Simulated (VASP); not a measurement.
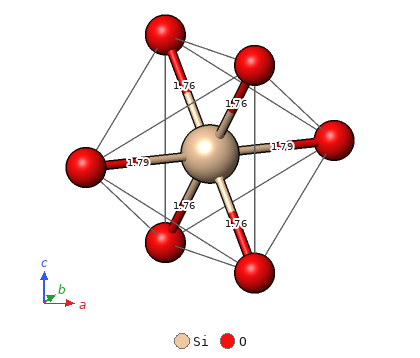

Coordination of Si in SiO2 (P4_2/mnm); bond lengths in Å. Continuous shape measures are computed against ideal polyhedra (0 is ideal; above about 3 the distortion is strong). Source: the end point of a relaxation with VASP Kohn-Sham DFT of a periodic cell, LDA, VASP PAW LDA potentials, recommended (VASP).

What geometry does the central atom have?

Answer. SiO6: a slightly distorted octahedron (coordination number 6, S = 0.40; next best trigonal prism, S = 16.0).

Does the central atom sit at the centroid of its ligands?

Answer. Yes, to within 0.01 Å; the site symmetry is mmm.
